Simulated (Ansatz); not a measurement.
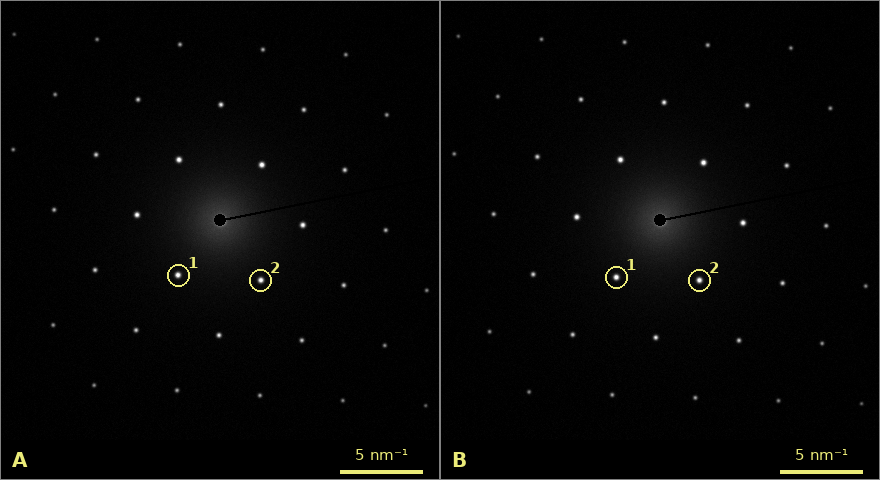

Kinematic electron diffraction patterns (300 kV, B = 0.5 Å², same scale) along [110] of the run's own cell, for the start and the end of one relaxation of Pt with Ansatz, DFT PBEsol, scalar-relativistic, plane waves, PAW. k mesh 18×18×7. The start is a generated model structure, and the relaxation ends in the nearest stationary point of its symmetry, not necessarily the ground state. Spot 1 is 0 0 -3 and spot 2 is -1 1 -1 in both.

Start structure:

```yaml
crystal:
  lattice:
    - [2.72520, 0.00000, 0.00000]
    - [-1.36260, 2.36009, 0.00000]
    - [0.00000, 0.00000, 7.05989]
  atoms:
    - { symbol: Pt, position: [0.00000, 0.00000, 0.00000] }
    - { symbol: Pt, position: [0.33333, 0.66667, 0.33333] }
    - { symbol: Pt, position: [0.66667, 0.33333, 0.66667] }
```

Q: Which pattern belongs to the start structure, and which to the relaxed one?

A: A is the start: its cell gives d(1) = 2.353 Å, d(2) = 2.238 Å and an angle of 71.5°. B is the relaxed structure, with d(1) = 2.262 Å (-3.9 %), d(2) = 2.262 Å (+1.1 %) and 70.5°.

Q: Summarise the relaxation behind the change.

A: The volume changed by -0.6 % to 15.04 Å³ an atom; the fractional coordinates hardly changed; the space group went from R-3m (No. 166) to Fm-3m (No. 225); the free energy fell by 15 meV an atom. Relaxed cell: a = 2.770 Å, b = 2.770 Å, c = 6.787 Å, α = 90.00°, β = 90.00°, γ = 120.00°.
